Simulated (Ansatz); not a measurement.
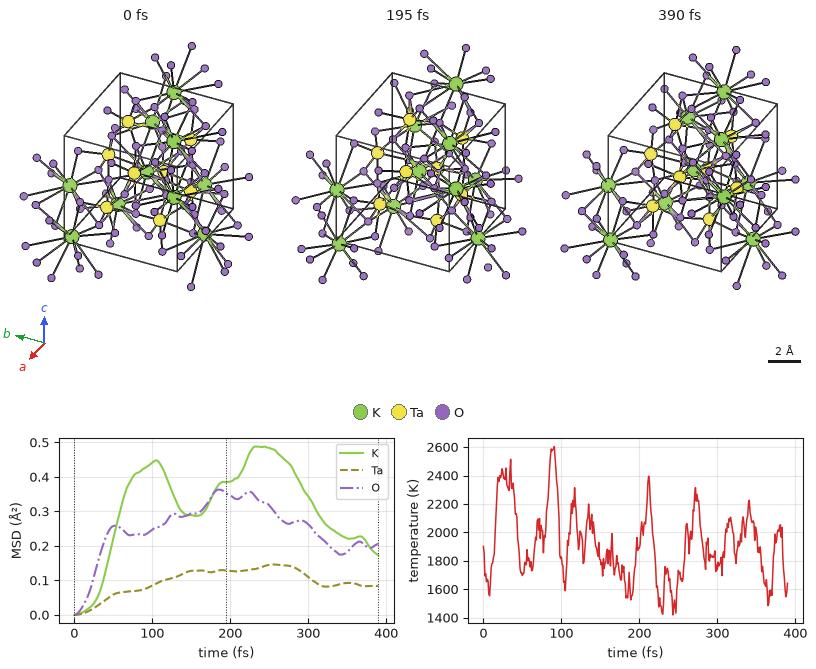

A Born-Oppenheimer molecular dynamics run of a 40-atom cell of KTaO3, 390 fs long. It starts from the last geometry of an earlier run, with fresh velocities. Frames and the history of the run. Style: ball-and-stick. Shown: the simulation cell, from a free direction. Bonds to atoms that aren't drawn are left out.

Computed with Ansatz, DFT r2SCAN, scalar-relativistic, plane waves, PAW. Settings: plane-wave cutoff 500 eV; k-point mesh 1 × 1 × 1; Fermi-Dirac smearing 0.05 eV; low-accuracy preset; Langevin thermostat (NVT); set temperature 1950 K; time step 1 fs; friction 0.02 per fs.

**What do the frames and curves show?**

In the second half of the run the atoms are, in the root-mean-square, this far from where they began (common drift taken out): K 0.59 Å, O 0.51 Å, Ta 0.34 Å. Against the typical shortest distance between atoms in the first frame, about 1.9 Å these are large excursions, but over 390 fs one can't yet tell strong vibration from the start of diffusion. The mean temperature in the second half is 1871 K (standard deviation 213 K). The potential energy in the second half lies on average 20.4 meV per atom below the first frame.

Limits of the set-up: the program's low-accuracy preset was used.

Cost: 35 min on 4 threads of AMD EPYC 7R13 Processor (Zen 3) (shared host), peak memory 1.2 GiB.
